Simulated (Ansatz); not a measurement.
## Run report: C, geometry relaxation (part 1 of 2)

System: C (defect cell, 15 atoms in the cell).
Method: DFT PBE, scalar-relativistic, plane waves, PAW, no spin polarisation (Ansatz 0.2.0).

The structure derives from an entry of the Crystallography Open Database. It belongs to a series of runs on one base structure; here: C vacancy, atoms relaxed. Figures and captions count atoms from 1; the log counts them from 0 in places.

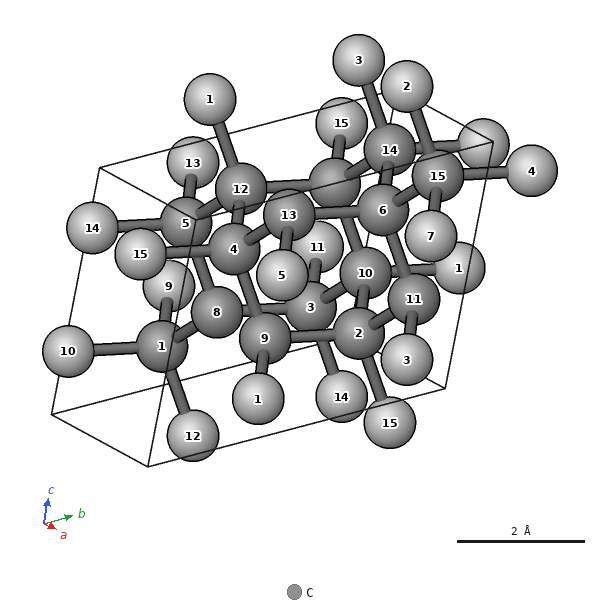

Figure 1. The structure as given in the input (ball-and-stick view of the cell of the calculation, seen slightly off an axis; neighbours outside the cell are drawn fainter; atoms are numbered from 1 in the order of the input). Near neighbours in the crystal (not all of them lie inside the picture): C has 4 C at 1.55 Å; C has 3 C at 1.55 Å.

**The input**
```yaml
crystal:
  lattice:
    - [-3.571475064, -3.571475064, 0.0]
    - [0.0, -3.571475064, 3.571475064]
    - [-3.571475064, 0.0, 3.571475064]
  atoms:
    - { symbol: C, position: [0.25, 0.25, 0.25] }
    - { symbol: C, position: [0.75, 0.75, 0.25] }
    - { symbol: C, position: [0.25, 0.75, 0.25] }
    - { symbol: C, position: [0.75, 0.25, 0.75] }
    - { symbol: C, position: [0.25, 0.25, 0.75] }
    - { symbol: C, position: [0.75, 0.75, 0.75] }
    - { symbol: C, position: [0.25, 0.75, 0.75] }
    - { symbol: C, position: [0.375, 0.375, 0.375] }
    - { symbol: C, position: [0.875, 0.375, 0.375] }
    - { symbol: C, position: [0.375, 0.875, 0.375] }
    - { symbol: C, position: [0.875, 0.875, 0.375] }
    - { symbol: C, position: [0.375, 0.375, 0.875] }
    - { symbol: C, position: [0.875, 0.375, 0.875] }
    - { symbol: C, position: [0.375, 0.875, 0.875] }
    - { symbol: C, position: [0.875, 0.875, 0.875] }
basis:
  ecutwfc: 420
kpoints:
  mp_grid: { grid: [4, 4, 4] }
hamiltonian:
  xc: pbe
scf:
  occupations: { method: gaussian, width: 0.05 }
output:
  forces: true
  stress: true
  eigenvalues: true
  write_density: true
  write_potential: true
  elf: true
  volumetric_format: npy
relax:
  adjacent_minimum: "off"
  f_tol: 0.02
  max_steps: 50
```

Launch command:
```bash
ansatz run input.yaml --threads 4 --pin off --max-ram 9216MiB --backend cpu --events-out ev --progress --plain --runs-dir out
```

**Output**
```
Warning: output.stress: scf.convergence.dr2_threshold = 1e-7 eV (the SCF's general default) is looser than the 1.5e-9 eV advised for a printed stress (1e-10 eV for each atom of the cell: 15). What an SCF threshold leaves in a stress goes as its square root, and in the free energy as the threshold itself, and one threshold admits the most on a small cell: of the crystals measured, under no hybrid functional and no lock of the moments, on runs that ended without the residual-converged pass, on stresses that held no estimate of that error, the worst erred by over 100 MPa in a component at 1e-7 eV an atom and by under 5 at 1e-10. Every solve of this run answers to scf.convergence.dr2_threshold, and the tensor of one is reported: a single SCF on the reported geometry and on this run's grids (its basis.xc_grid and basis.ecutrho_ratio typed), with scf.convergence.dr2_threshold at 1.5e-9 eV or tighter, prints it and tightens no other solve. Else set scf.convergence.dr2_threshold to 1.5e-9 eV or tighter. The threshold is an SCF's pass mark: one that does not reach it within its budget of iterations ends unconverged, or closes short of it on a stop that the run arms, and scf.convergence.dr2_threshold's page says what that costs each kind of run
Engine: ansatz 0.2.0, x86_64-unknown-linux-gnu
Pseudopotentials: kind: paw
Pseudopotential: C, paw, valence charge 4, recommended cutoff 420 eV (normal), C.paw.azcp
Functional definition: PBE
  parameter kappa = 0.804
  parameter beta = 0.06672455060314922
  exchange = pbe_x(kappa = kappa, mu = beta*pi^2/3)
  correlation = pbe_c(beta = beta)
Crystal: 15 atoms, lattice volume = 91.111 Å³
Basis set: ecut = 420 eV, 1807 PW (Γ), exchange–correlation on 72×72×72 points (8 copies of the dense FFT grid, shifted against one another)
Bands: 45, of which v1, the nominal top of the filled ones, is band 30 counted from 1 (29 counted from 0)
Symmetry: 24 space group operations
Space group: F-43m (ITA 216), of the structure as read, at distance tolerance 4.5e-5 Å
k-points: 8 of 64 (time reversal used)
Non-local potential: C, projectors of the file, l = 0: 2, l = 1: 2, l = 2: 1
PAW form: soft (Blöchl's): semilocal exchange-correlation on the pseudo side does not see the compensation charge
PAW one-centre angular grid: C, 110 points (default); XC on 64 Gauss nodes
Initial density: superposition of atomic densities (neutral atoms: chi_scale 0, normalization atom), corrected by the library's trained network
Initial wavefunctions: pseudopotential atomic-orbital guess
Functional: x = pbe(κ = 0.804, μ = 0.2195149727645171), c = pbe(β = 0.06672455060314922)
SCF iter   1: F=—  HF=-3756.181989 eV  |F-HF|=—  |Δ(HF+E_count)|=         —  Δρ=6.59e-3  dr2=2.01e-2  ethr=1.77e-3  ⟨swp⟩=6.1  Hψ=1571  notcnv=0  defer=28
preconditioner: auto → Resta (q_TF=auto, 2.545 Å⁻¹)  ε∞=4.5  [insulator: Δε(μ)=0.086 eV  Ē_g=16.002 eV  σ=0.050 eV  W_gap=0.77  n_scr=26 (ndim 8)  ℏωp=30.1 eV  f_vac=0.000  D(μ)=3.81/eV (n_scr^D=26)  ε∞_Penn≈4.5]
SCF iter   2: F=—  HF=-3756.181565 eV  |F-HF|=—  |Δ(HF+E_count)|=   4.23e-4  Δρ=3.58e-3  dr2=6.38e-3  ethr=3.35e-5  ⟨swp⟩=1.6  Hψ=457  notcnv=0  defer=45
SCF iter   3: F=—  HF=-3756.182003 eV  |F-HF|=—  |Δ(HF+E_count)|=   4.38e-4  Δρ=4.03e-4  dr2=1.18e-4  ethr=1.06e-5  ⟨swp⟩=2.6  Hψ=538  notcnv=0  defer=45
iter 4 did not close the SCF: its close was put off for the readings that it lacked (scf_convergence_deferred on its scf_iter line)
SCF iter   4: F=-3756.182047 eV  HF=-3756.182045 eV  |F-HF|=2.14e-6  |Δ(HF+E_count)|=   4.18e-5  Δρ=8.82e-5  dr2=4.15e-6  ethr=1.97e-7  ⟨swp⟩=2.9  Hψ=547  notcnv=0  defer=45
iter 5 did not close the SCF: its close was put off for the readings that it lacked (scf_convergence_deferred on its scf_iter line)
SCF iter   5: F=-3756.182048 eV  HF=-3756.182048 eV  |F-HF|=2.06e-8  |Δ(HF+E_count)|=   2.96e-6  Δρ=8.31e-6  dr2=3.38e-8  ethr=6.92e-9  ⟨swp⟩=2.0  Hψ=531  notcnv=0  defer=45
SCF iter   6: F=-3756.182048 eV  HF=-3756.182048 eV  |F-HF|=1.01e-9  |Δ(HF+E_count)|=   2.53e-8  Δρ=1.58e-6  dr2=1.22e-9  ethr=5.63e-11  ⟨swp⟩=14.8  Hψ=2497  notcnv=0
SCF 1 converged in 6 iterations: F = -3756.182048 eV  dr2 = 1.22e-9
  greatest PAW one-centre occupation: 0.664 electrons in one spin orbital (limit 2), on the C atom at site 8 (counted from 0), in its partial waves of l = 0
relax step   1: F+E_penalty+E_count = -3756.18204786 eV  Δ(F+E_penalty+E_count) = +0.000e0 eV  max|allowed force component| = 1.811e0 eV/Å  Δτ_max = 0.0000 Å  (6 SCF iters, dr2 threshold 1.00e-5 eV, accepted)
Initial density: handed on by an earlier stage of this run
Initial wavefunctions: those handed on with the density
iter 1 solved again at ethr=1.41e-4 eV; its pass at ethr=3.10e-3 eV (dr2=8.48e-2 eV) is discarded
SCF iter   1: F=—  HF=-3756.862854 eV  |F-HF|=—  |Δ(HF+E_count)|=         —  Δρ=1.14e-2  dr2=8.72e-2  ethr=1.41e-4  ⟨swp⟩=2.0  Hψ=1350  notcnv=0  defer=66
preconditioner: auto → Resta (q_TF=auto, 2.545 Å⁻¹)  ε∞=4.5  [insulator: Δε(μ)=0.143 eV  Ē_g=16.188 eV  σ=0.050 eV  W_gap=0.91  n_scr=26 (ndim 8)  ℏωp=30.1 eV  f_vac=0.000  D(μ)=1.72/eV (n_scr^D=14)  ε∞_Penn≈4.5]
SCF iter   2: F=—  HF=-3756.845840 eV  |F-HF|=—  |Δ(HF+E_count)|=   1.70e-2  Δρ=5.65e-3  dr2=2.02e-2  ethr=1.41e-4  ⟨swp⟩=2.4  Hψ=473  notcnv=0  defer=66
SCF iter   3: F=—  HF=-3756.840843 eV  |F-HF|=—  |Δ(HF+E_count)|=   5.00e-3  Δρ=7.30e-4  dr2=7.08e-4  ethr=3.36e-5  ⟨swp⟩=2.1  Hψ=486  notcnv=0  defer=66
SCF iter   4: F=—  HF=-3756.840693 eV  |F-HF|=—  |Δ(HF+E_count)|=   1.50e-4  Δρ=1.70e-4  dr2=2.07e-5  ethr=1.18e-6  ⟨swp⟩=2.1  Hψ=547  notcnv=0  defer=66
iter 5 did not close the SCF: its close was put off for the readings that it lacked (scf_convergence_deferred on its scf_iter line)
SCF iter   5: F=-3756.840692 eV  HF=-3756.840692 eV  |F-HF|=1.74e-7  |Δ(HF+E_count)|=   8.94e-7  Δρ=2.52e-5  dr2=4.67e-7  ethr=3.46e-8  ⟨swp⟩=2.6  Hψ=550  notcnv=0  defer=66
SCF iter   6: F=-3756.840692 eV  HF=-3756.840692 eV  |F-HF|=5.32e-9  |Δ(HF+E_count)|=   2.54e-7  Δρ=4.22e-6  dr2=8.92e-9  ethr=7.78e-10  ⟨swp⟩=18.8  Hψ=2922  notcnv=0
SCF 2 converged in 6 iterations: F = -3756.840692 eV  dr2 = 8.92e-9
  greatest PAW one-centre occupation: 0.665 electrons in one spin orbital (limit 2), on the C atom at site 7 (counted from 0), in its partial waves of l = 0
relax step   2: F+E_penalty+E_count = -3756.84069239 eV  Δ(F+E_penalty+E_count) = -6.586e-1 eV  max|allowed force component| = 6.296e-1 eV/Å  Δτ_max = 0.0886 Å  (6 SCF iters, dr2 threshold 1.00e-4 eV, accepted)
SCF iter   1: F=—  HF=-3756.890521 eV  |F-HF|=—  |Δ(HF+E_count)|=         —  Δρ=5.06e-3  dr2=2.21e-2  ethr=1.00e-4  ⟨swp⟩=3.0  Hψ=837  notcnv=0  defer=66
preconditioner: auto → Resta (q_TF=auto, 2.545 Å⁻¹)  ε∞=4.5  [insulator: Δε(μ)=0.152 eV  Ē_g=16.216 eV  σ=0.050 eV  W_gap=0.91  n_scr=26 (ndim 8)  ℏωp=30.1 eV  f_vac=0.000  D(μ)=1.68/eV (n_scr^D=14)  ε∞_Penn≈4.5]
SCF iter   2: F=—  HF=-3756.885563 eV  |F-HF|=—  |Δ(HF+E_count)|=   4.96e-3  Δρ=2.31e-3  dr2=3.80e-3  ethr=3.68e-5  ⟨swp⟩=1.5  Hψ=456  notcnv=0  defer=66
SCF iter   3: F=—  HF=-3756.884557 eV  |F-HF|=—  |Δ(HF+E_count)|=   1.01e-3  Δρ=3.00e-4  dr2=4.86e-5  ethr=6.34e-6  ⟨swp⟩=2.0  Hψ=444  notcnv=0  defer=66
iter 4 did not close the SCF: its close was put off for the readings that it lacked (scf_convergence_deferred on its scf_iter line)
SCF iter   4: F=-3756.884561 eV  HF=-3756.884563 eV  |F-HF|=1.88e-6  |Δ(HF+E_count)|=   5.20e-6  Δρ=5.12e-5  dr2=2.95e-6  ethr=8.11e-8  ⟨swp⟩=2.0  Hψ=518  notcnv=0  defer=66
iter 5 did not close the SCF: its close was put off for the readings that it lacked (scf_convergence_deferred on its scf_iter line)
SCF iter   5: F=-3756.884562 eV  HF=-3756.884562 eV  |F-HF|=1.91e-8  |Δ(HF+E_count)|=   4.64e-7  Δρ=9.00e-6  dr2=6.71e-8  ethr=4.91e-9  ⟨swp⟩=2.1  Hψ=464  notcnv=0  defer=66
SCF iter   6: F=-3756.884562 eV  HF=-3756.884562 eV  |F-HF|=1.49e-10  |Δ(HF+E_count)|=   4.68e-8  Δρ=1.77e-6  dr2=2.05e-9  ethr=1.12e-10  ⟨swp⟩=14.6  Hψ=2661  notcnv=0
SCF 3 converged in 6 iterations: F = -3756.884562 eV  dr2 = 2.05e-9
  greatest PAW one-centre occupation: 0.667 electrons in one spin orbital (limit 2), on the C atom at site 7 (counted from 0), in its partial waves of l = 0
relax step   3: F+E_penalty+E_count = -3756.88456223 eV  Δ(F+E_penalty+E_count) = -4.387e-2 eV  max|allowed force component| = 8.717e-2 eV/Å  Δτ_max = 0.0205 Å  (6 SCF iters, dr2 threshold 2.48e-5 eV, accepted)
SCF iter   1: F=—  HF=-3756.885160 eV  |F-HF|=—  |Δ(HF+E_count)|=         —  Δρ=5.33e-4  dr2=2.71e-4  ethr=2.95e-6  ⟨swp⟩=2.0  Hψ=699  notcnv=0  defer=11
preconditioner: auto → Resta (q_TF=auto, 2.545 Å⁻¹)  ε∞=4.5  [insulator: Δε(μ)=0.152 eV  Ē_g=16.213 eV  σ=0.050 eV  W_gap=0.91  n_scr=26 (ndim 8)  ℏωp=30.1 eV  f_vac=0.000  D(μ)=1.68/eV (n_scr^D=14)  ε∞_Penn≈4.5]
SCF iter   2: F=—  HF=-3756.885119 eV  |F-HF|=—  |Δ(HF+E_count)|=   4.12e-5  Δρ=2.47e-4  dr2=4.72e-5  ethr=4.51e-7  ⟨swp⟩=1.5  Hψ=470  notcnv=0  defer=13
SCF iter   3: F=—  HF=-3756.885108 eV  |F-HF|=—  |Δ(HF+E_count)|=   1.14e-5  Δρ=3.26e-5  dr2=5.88e-7  ethr=7.87e-8  ⟨swp⟩=2.0  Hψ=444  notcnv=0  defer=13
iter 4 did not close the SCF: its close was put off for the readings that it lacked (scf_convergence_deferred on its scf_iter line)
SCF iter   4: F=-3756.885108 eV  HF=-3756.885108 eV  |F-HF|=1.68e-8  |Δ(HF+E_count)|=   8.38e-8  Δρ=5.23e-6  dr2=4.17e-8  ethr=9.80e-10  ⟨swp⟩=2.0  Hψ=510  notcnv=0  defer=13
iter 5 did not close the SCF: its close was put off for the readings that it lacked (scf_convergence_deferred on its scf_iter line)
SCF iter   5: F=-3756.885108 eV  HF=-3756.885108 eV  |F-HF|=4.54e-10  |Δ(HF+E_count)|=   2.08e-9  Δρ=1.11e-6  dr2=7.35e-10  ethr=6.95e-11  ⟨swp⟩=2.0  Hψ=497  notcnv=0  defer=13
SCF iter   6: F=-3756.885108 eV  HF=-3756.885108 eV  |F-HF|=9.09e-13  |Δ(HF+E_count)|=  6.38e-10  Δρ=1.43e-7  dr2=1.37e-11  ethr=1.23e-12  ⟨swp⟩=11.4  Hψ=2129  notcnv=0
SCF 4 converged in 6 iterations: F = -3756.885108 eV  dr2 = 1.37e-11
  greatest PAW one-centre occupation: 0.667 electrons in one spin orbital (limit 2), on the C atom at site 12 (counted from 0), in its partial waves of l = 0
relax step   4: F+E_penalty+E_count = -3756.88510781 eV  Δ(F+E_penalty+E_count) = -5.456e-4 eV  max|allowed force component| = 5.580e-3 eV/Å  Δτ_max = 0.0015 Å  (6 SCF iters, dr2 threshold 4.75e-7 eV, accepted)
iter 1 solved again at ethr=1.00e-12 eV; its pass at ethr=3.10e-3 eV (dr2=1.35e-11 eV) is discarded
SCF iter   1: F=—  HF=-3756.885105 eV  |F-HF|=—  |Δ(HF+E_count)|=         —  Δρ=1.55e-7  dr2=1.35e-11  ethr=1.00e-12  ⟨swp⟩=1.9  Hψ=1092  notcnv=0
preconditioner: auto → Resta (q_TF=auto, 2.545 Å⁻¹)  ε∞=4.5  [insulator: Δε(μ)=0.152 eV  Ē_g=16.212 eV  σ=0.050 eV  W_gap=0.91  n_scr=26 (ndim 8)  ℏωp=30.1 eV  f_vac=0.000  D(μ)=1.68/eV (n_scr^D=14)  ε∞_Penn≈4.5]
iter 2 did not close the SCF: its close was put off for the readings that it lacked (scf_convergence_deferred on its scf_iter line)
SCF iter   2: F=-3756.885108 eV  HF=-3756.885108 eV  |F-HF|=0.00e0  |Δ(HF+E_count)|=   2.65e-6  Δρ=8.57e-8  dr2=4.21e-12  ethr=1.00e-12  ⟨swp⟩=2.0  Hψ=518  notcnv=0
iter 3 did not close the SCF: its close was put off for the readings that it lacked (scf_convergence_deferred on its scf_iter line)
SCF iter   3: F=-3756.885108 eV  HF=-3756.885108 eV  |F-HF|=4.55e-13  |Δ(HF+E_count)|=  1.82e-12  Δρ=2.35e-8  dr2=3.78e-13  ethr=1.00e-12  ⟨swp⟩=1.0  Hψ=292  notcnv=0
iter 4 did not close the SCF: its close was put off for the readings that it lacked (scf_convergence_deferred on its scf_iter line)
SCF iter   4: F=-3756.885108 eV  HF=-3756.885108 eV  |F-HF|=0.00e0  |Δ(HF+E_count)|=    0.00e0  Δρ=1.02e-8  dr2=7.26e-14  ethr=1.00e-12  ⟨swp⟩=1.0  Hψ=292  notcnv=0
iter 5 did not close the SCF: its close was put off for the readings that it lacked (scf_convergence_deferred on its scf_iter line)
SCF iter   5: F=-3756.885108 eV  HF=-3756.885108 eV  |F-HF|=9.09e-13  |Δ(HF+E_count)|=  4.55e-13  Δρ=8.53e-9  dr2=5.64e-14  ethr=1.00e-12  ⟨swp⟩=1.0  Hψ=292  notcnv=0
SCF iter   6: F=-3756.885108 eV  HF=-3756.885108 eV  |F-HF|=9.09e-13  |Δ(HF+E_count)|=  4.55e-13  Δρ=1.75e-9  dr2=1.83e-15  ethr=1.00e-12  ⟨swp⟩=4.0  Hψ=1084  notcnv=0
SCF 5 converged in 6 iterations: F = -3756.885108 eV  dr2 = 1.83e-15
relax step   5: F+E_penalty+E_count = -3756.88510781 eV  Δ(F+E_penalty+E_count) = -5.457e-12 eV  max|allowed force component| = 5.578e-3 eV/Å  Δτ_max = 0.0000 Å  (6 SCF iters, accepted)
```

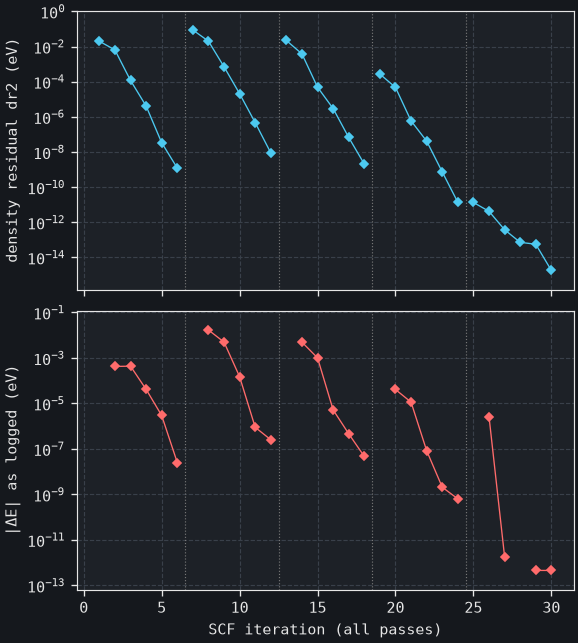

Figure 2. Convergence of the self-consistent field: density residual dr2 and size of the energy change against the SCF iteration. The dotted lines part the SCF passes of the relaxation: geometry steps, rejected trials and re-solves on a re-selected basis. The 5 passes take 6 iterations each, 30 in all.

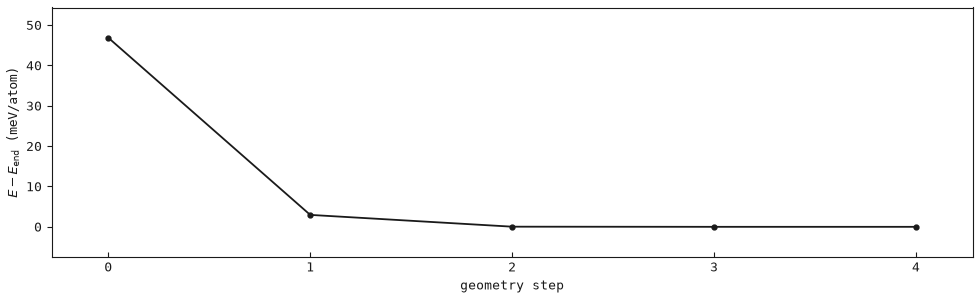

Figure 3. Progress of the relaxation, step by step (the first geometry is step 0 here and step 1 in the log).

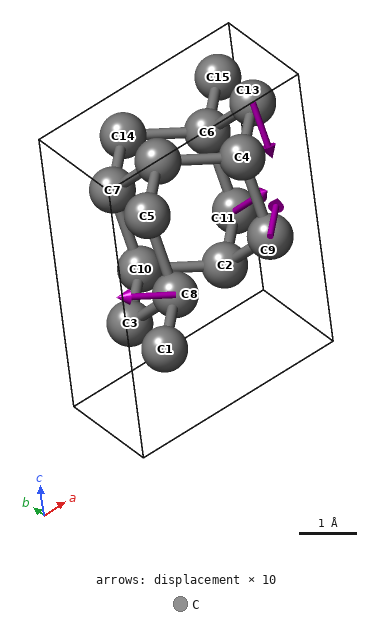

Figure 4. The starting structure with the displacements as pink arrows, magnified 10 times (ball-and-stick view of the cell of the calculation, seen slightly off an axis). Over 4 geometry steps the energy falls by 46.9 meV per atom. The largest force component goes from 1.8 to 0.0056 eV/Å. The largest moves, 0.11 Å, are those of C8, C9, C11 and C13. The cell stays as it was. Among the contacts that change: C1–C8 1.546 → 1.517 Å. Among the angles that change: C8–C1–C9 109.5° → 101.4°, C1–C8–C3 109.5° → 113.2°. (Atoms are counted from 1 in the order of the input.)

```
SCF converged after 6 iterations
Free energy (F): -3756.885108 eV
Harris-Foulkes:  -3756.885108 eV  (|F-HF|=9.09e-13)
Internal energy: -3756.883006 eV  (E = F + TS)
E sigma→0 (E₀):  -3756.884057 eV
Entropy (-TS):   -0.002102 eV (-0.140 meV/atom)
Fermi energy:    13.764296 eV
--- Per-component energies (eV) ---
  E_band       = 194.148724
  E_kinetic    = 1367.437623
  E_local      = -1112.800193  (includes V_loc(G=0)·N_el)
  E_nonlocal   = 401.838530
  E_hartree    = 268.069844
  E_xc         = -725.809203
  E_vxc        = -900.521985  (∫ρ·V_xc dr)
  E_paw        = -1486.784900  (= ΣΔE_a)
  E_vpaw       = -97.945060  (= ΣTr[D̂ρ^β])
  E_aug_tail   = 0.000121  (compensation charges beyond the density's cutoff)
  E_ewald      = -2468.834828
  E_smearing   = -0.002102  (= −TS)
  E_closure    = -0.000000  (closes the sum)
  Σ components = -3756.885108   (vs F -3756.885108, Δ=0.00e0)
```
